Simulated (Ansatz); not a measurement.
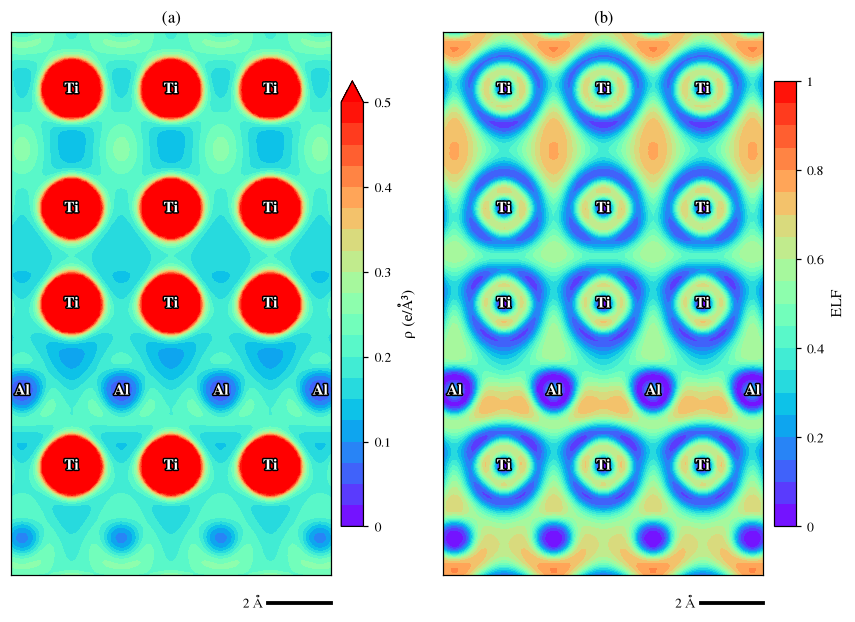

Figure. TiAl (interface cell). (a) valence charge density (pseudo); (b) ELF on the (011̄) plane of the calculation cell.

Computed pressure about −3 GPa in this cell; computed without spin polarisation.

These are results of Ansatz, DFT PBEsol, scalar-relativistic, plane waves, PAW, not measurements.

```cif
data_structure
_symmetry_space_group_name_H-M 'P 1'
_symmetry_Int_Tables_number 1
_cell_length_a 3.1563
_cell_length_b 7.0577
_cell_length_c 14.9826
_cell_angle_alpha 90.000
_cell_angle_beta 90.000
_cell_angle_gamma 90.000
_cell_volume 333.75
loop_
_atom_site_label
_atom_site_type_symbol
_atom_site_fract_x
_atom_site_fract_y
_atom_site_fract_z
_atom_site_occupancy
Ti1 Ti 0.50000 0.73605 0.02196 1
Ti2 Ti 0.50000 0.08270 0.12710 1
Ti3 Ti 0.50000 0.49871 0.24855 1
Ti4 Ti 0.50000 0.87930 0.30374 1
Ti5 Ti 0.50000 0.30814 0.42962 1
Al1 Al 0.00000 0.41440 0.09557 1
Al2 Al 0.00000 0.76804 0.16634 1
Al3 Al 0.00000 0.19211 0.27834 1
Al4 Al 0.00000 0.62808 0.39562 1
Al5 Al 0.00000 0.99247 0.43591 1
Ti6 Ti 0.50000 0.23605 0.96763 1
Ti7 Ti 0.50000 0.58270 0.86249 1
Ti8 Ti 0.50000 0.99871 0.74104 1
Ti9 Ti 0.50000 0.37930 0.68586 1
Ti10 Ti 0.50000 0.80814 0.55998 1
Al6 Al 0.00000 0.91440 0.89403 1
Al7 Al 0.00000 0.26804 0.82326 1
Al8 Al 0.00000 0.69211 0.71125 1
Al9 Al 0.00000 0.12808 0.59398 1
Al10 Al 0.00000 0.49247 0.55368 1
```

### What do the fields say about this system?

- Atoms in the plane: Ti and Al.
- Atoms just off the plane (Al, 0.5 Å away) can leave unmarked features too.
- Between the atoms the lowest density in this plane is 0.11 e/Å³.
- The features right at Ti lie inside the PAW spheres, where the map follows smoothed inner orbitals and isn't to be read closely.
